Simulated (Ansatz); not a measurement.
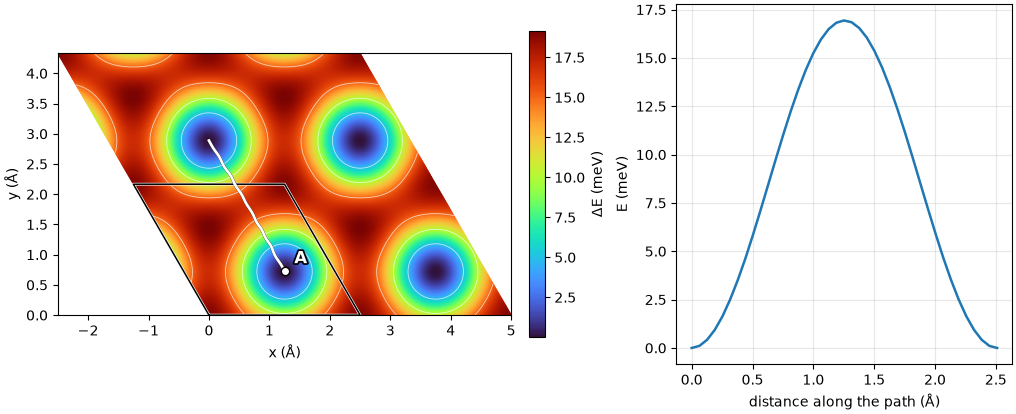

CO on a C(001) slab cut from the P6_3/mmc phase, its upper half relaxed before the scan (40 atoms of substrate and one adsorbate in a 2 × 2 cell). CO (O end down) is moved over the surface cell at a fixed height above a rigid substrate; the origin of the map has the adsorbate above C33; the height is held at 3.00 Å. Places are given modulo a cell vector. The map is drawn in real space over the plane of the surface. The grid has 6 × 6 points; 10 points were computed and 26 follow by symmetry. Places are given in fractions of the 1 × 1 surface cell. Energies are in meV, from the lowest grid point. At a fixed height the lowest place need not be the adsorption site. Computed with DFT PBE+D3(BJ), scalar-relativistic, plane waves, PAW in Ansatz 0.2.0. Settings: cutoff 420 eV, k-mesh 6×6×1, gaussian smearing 0.05 eV, no spin polarisation.

In the figure: a smooth colour map with a few white contour lines, a line along the lowest path, the outline of one cell of the 2 × 2 shown, the energy along the path at the right, the start A. Between grid points the surface is interpolated.

Q: Describe the path and its barrier.

A: The easiest path leads from the well at a sixfold hollow, (4/6, 2/6) of the cell vectors to its copy one period on. Its highest point lies about 17 meV above the bottom of the first well on the interpolated surface, at a bridge site between two C atoms, (4/6, 5/6) of the cell vectors. This is the barrier on the constrained surface; relaxing the other coordinates would change it.

PAW datasets: the set soft_1.
